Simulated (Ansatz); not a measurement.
```cif
data_structure
_symmetry_space_group_name_H-M 'P 1'
_symmetry_Int_Tables_number 1
_cell_length_a 3.0838
_cell_length_b 3.0838
_cell_length_c 4.3605
_cell_angle_alpha 90.000
_cell_angle_beta 90.000
_cell_angle_gamma 90.000
_cell_volume 41.47
loop_
_atom_site_label
_atom_site_type_symbol
_atom_site_fract_x
_atom_site_fract_y
_atom_site_fract_z
_atom_site_occupancy
Si1 Si 0.00000 0.00000 0.00000 1
Ni1 Ni 0.00000 0.50000 0.50000 1
Ni2 Ni 0.50000 0.00000 0.50000 1
Ni3 Ni 0.50000 0.50000 0.00000 1
```

Space group P4/mmm; computed pressure about 20 GPa in this cell; computed without spin polarisation.

All numbers below come from DFT PBEsol, scalar-relativistic, plane waves, PAW (Ansatz 0.2.0).

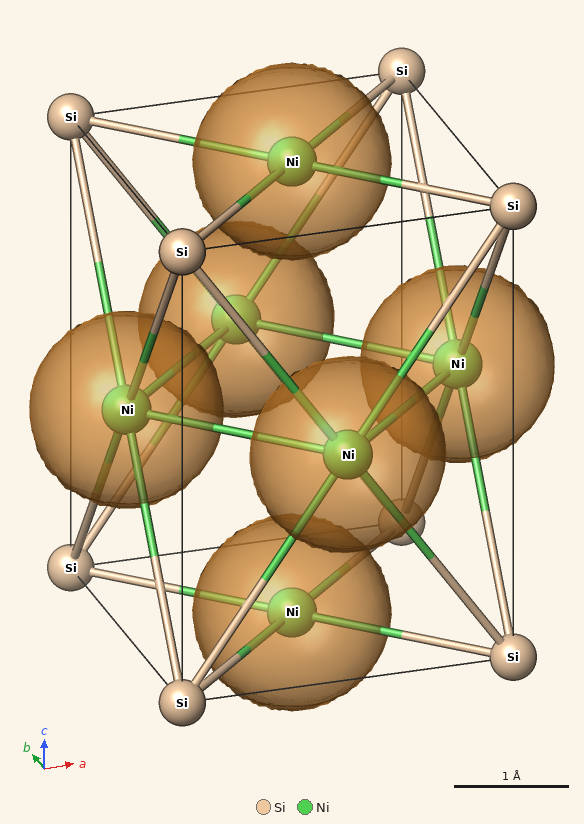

SiNi₃. Isosurface of the valence pseudo-density at 0.8 e/Å³ (orange), seen at an oblique angle. Sticks mark near contacts.

Core electrons are frozen (PAW), and the valence fields are smoothed inside the atomic spheres.

Q: How is the density connected at this value?

A: At this value the density breaks into separate islands; it holds about 80 % of the electrons treated as valence (semicore included). It bridges none of the near contacts. It is pinched off along the sampled Si–Ni (2.18 Å) and Ni–Ni (2.18 Å) contacts. On the grid the lowest density along these lines, outside the cores, is 0.49 e/Å³ (Si–Ni, 2.18 Å) and 0.55 e/Å³ (Ni–Ni, 2.18 Å).

Q: Metal or insulator at this level of theory?

A: It is gapless in this calculation (a metal or semimetal).
